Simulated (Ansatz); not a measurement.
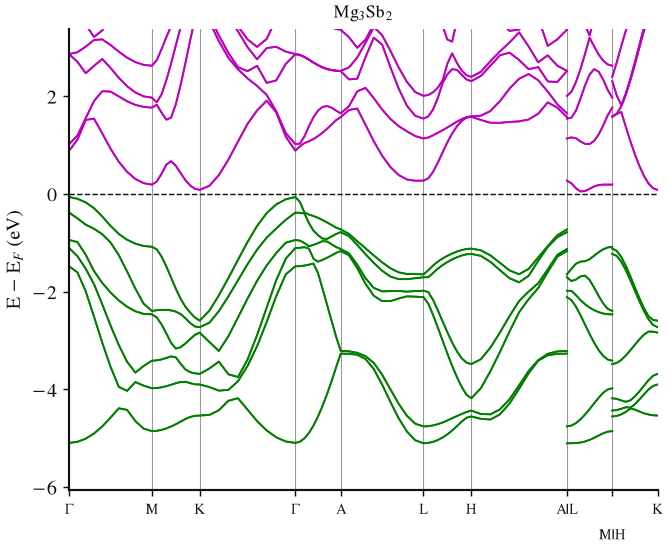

Band structure. Energies are counted from the Fermi level.

System: Mg3Sb2, space group P-3m1 (No. 164), 5 atoms in the cell, antiLa2O3 type; a = 4.58 Å, b = 4.58 Å, c = 7.25 Å, α = 90.00°, β = 90.00°, γ = 120.00°.

Level of theory: DFT PBE, spin-orbit coupling, plane waves, PAW, 6×6×4 k mesh, 420 eV cutoff, Gaussian smearing of 0.05 eV; code Ansatz 0.2.0.

Q: Read off the fundamental gap and say whether it is direct.

A: A semiconductor. The gap along this path is 0.12 eV and indirect, from the valence-band top at Γ to the conduction-band bottom between L and M; the smallest direct gap is 0.95 eV, at Γ. It is not wide against the smearing used.

Q: What are the direct gaps at M, H and Γ?

A: The direct gaps are 1.27 eV at M, 2.70 eV at H and 0.95 eV at Γ.

Q: How much do the top valence band and the lowest conduction band disperse along the path?

A: The top valence band spans 2.5 eV and the lowest conduction band 1.9 eV.
